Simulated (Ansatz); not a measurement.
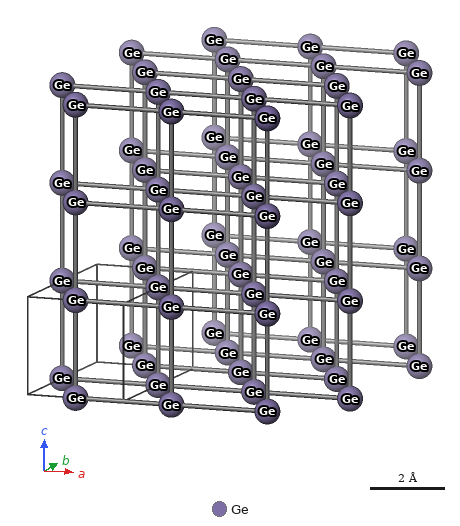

The starting point is a symmetric starting cell of Ge. A ball-and-stick model of the conventional cell (2 times the calculation's cell), repeated 3 × 2 × 3 with one cell outlined, seen slightly off an axis. Lengths and directions refer to the drawn axes.

The calculation used Ansatz 0.2.0, DFT PBEsol, scalar-relativistic, plane waves, PAW. Set-up: plane-wave cutoff 420 eV; k-point mesh 16 × 16 × 16; occupations gaussian; smearing width 0.1 eV; no spin polarisation.

Change: The cell is strained by +0.1 % along c, −2.0 % along b, −7.0 % along a (volume −8.8 %), the atoms keeping their fractional coordinates. No relaxation follows. The starting cell wasn't computed here and needn't be at equilibrium, so pressure and forces aren't due to the change alone.

Input file:
```yaml
crystal:
  lattice:
    - [1.2994184274, -2.5473874581, 0.0]
    - [1.2994184274, 2.5473874581, 0.0]
    - [0.0, 0.0, 2.6996610624]
  atoms:
    - { symbol: Ge, position: [0.5, 0.5, 0.0] }
basis:
  ecutwfc: 420
kpoints:
  mp_grid: { grid: [16, 16, 16] }
hamiltonian:
  xc: pbesol
scf:
  occupations: { method: gaussian, width: 0.1 }
output:
  forces: true
  stress: true
  eigenvalues: true
  populations: true
```

Command:
```bash
ansatz run input.yaml --threads 1 --pin off --max-ram 1331MiB --backend cpu --events-out ev --progress --plain --runs-dir out
```

Question: Predict the response.

Answer: Among the bonded contacts that change: Ge–Ge 2.794 → 2.599 Å, Ge–Ge 2.952 → 2.860 Å. The space group stays Cmmm (No. 65). The pressure is 3.5 GPa (not all of it need come from the change, since the unchanged cell can be under pressure at this level too). The principal stresses (compression positive) are 11.7 GPa along a, 2.6 GPa along b, −3.7 GPa along c. All forces vanish by symmetry.

The changed structure in the same view:

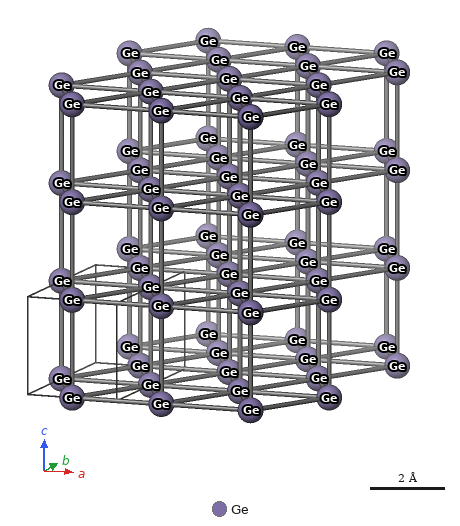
